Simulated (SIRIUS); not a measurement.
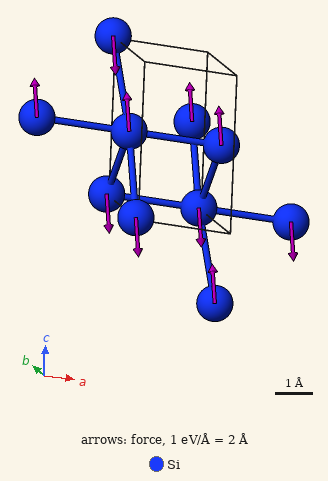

Starting geometry of crystalline Si (set up in P-1) (coarse preliminary run) with the computed forces as purple arrows. Style: ball-and-stick. Shown: the cell of the calculation, slightly off an axis.

The run lets cell and atoms move.

Level of theory: Kohn-Sham DFT of a periodic cell, PBE, dojo-sr-PBE-0.4.1-standard (SIRIUS 7.10.0). Set-up: plane-wave cutoff 489.8 eV; k-point mesh 5 × 5 × 3; occupations fermi-dirac; smearing width 0.05 eV; target pressure 10 GPa; optimiser BFGS; no spin polarisation.

Question: What follows when this structure is relaxed?

Answer: It isn't relaxed: the largest force vector, on Si atoms, is 0.57 eV/Å. The final displacements have little in common with the starting forces (cosine between the two patterns 0.19). The largest moves relative to the cell, 0.12 Å, are those of Si atoms. The volume changes by −13.7 %, with a 2.610 → 2.397 Å (−8.2 %), b 2.865 → 2.871 Å (+0.2 %), c 4.641 → 4.245 Å (−8.5 %), α 97.9° → 97.6°, β 100.2° → 90.1°, γ 95.8° → 90.0°. Some distances before and after: Si–Si 3.105 → 2.713 Å, Si–Si 2.664 → 2.401 Å, Si–Si 2.610 → 2.397 Å, Si–Si 2.468 → 2.399 Å. Among the angles between lasting bonds that change: Si–Si–Si 106.1° → 90.3°, Si–Si–Si 73.9° → 89.7°, Si–Si–Si 168.8° → 179.5°. The space group stays P-1 (No. 2). The energy falls by 0.491 eV per cell of the calculation in 20 geometry steps. With the target pressure of 10 GPa, the enthalpy E + pV changes by −0.778 eV per cell of the calculation. The largest force component goes from 0.48 to 0.012 eV/Å. Pressure: −4.52 GPa at the start and 9.94 GPa at the end. Cost: 100 s on 1 thread of Arm Neoverse V2, on a shared host, peak memory 0.18 GiB.
